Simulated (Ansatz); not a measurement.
# Does disorder add resistance in series? Ag(111) layers with 12.5 % Ir

Two lengths of the disordered region are known. What area resistance does the third give?

Set-up. Ansatz 0.2.0, plane waves with PAW datasets at their recommended cutoffs (420 eV for most), Fermi-Dirac smearing; ballistic transmission by layer matching. The area resistance is RA = A (h/2e²)(1/T − 1/N), with T the zone-mean transmission per spin and N the lead's channels, both averaged over a few energies near the Fermi level; for magnets each spin is taken apart, with h/e², and the two conduct in parallel. Lateral cell 2x2, PBE, a fresh random draw for each length.

Results; the value marked ? is to be predicted:

```
length (Å)  channels N  RA (fΩ m²)
      9.44       3.266       0.731
      18.9       3.234        1.53
      28.3       3.266           ?
```

**Estimate by hand.**

Ohm's law makes RA linear in the length: the slope is (1.53 − 0.731)/(18.9 − 9.44) = 0.0846 fΩ m² per Å, or 85 µΩ cm. Then 1.53 + 0.0846 × 9.44. Predicted: 2.33 fΩ m².

**The withheld run.**

1.86 fΩ m², so the prediction is 25 % too high. The three lengths together give 60 µΩ cm. Single draws scatter; these runs don't part the causes of the miss, and leave the question open.

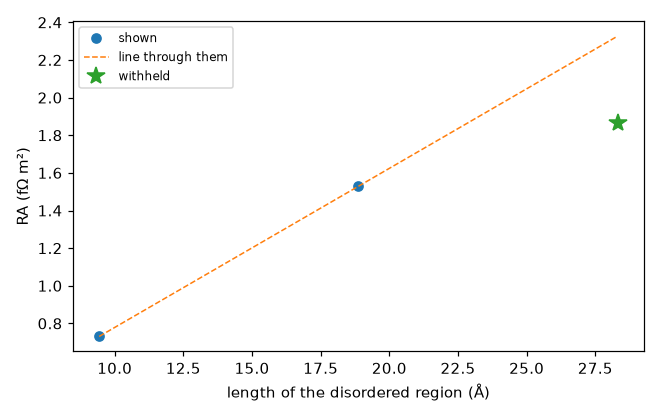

Area resistance against length.

**Limits.** The scatterers repeat sideways with the small cell. The slope is a raw one; a model of isotropic scattering puts it 1.01 times the bulk value over these lengths. Atoms sit unrelaxed on the host's lattice, and the pair may not mix at random in practice. Spin-orbit coupling is left out, which matters for Ir.

[Logs are printed without paths, hosts, clocks, repeated set-up lines and the standing remarks that a program may print on its own settings, such as how far it seeks lower states.]
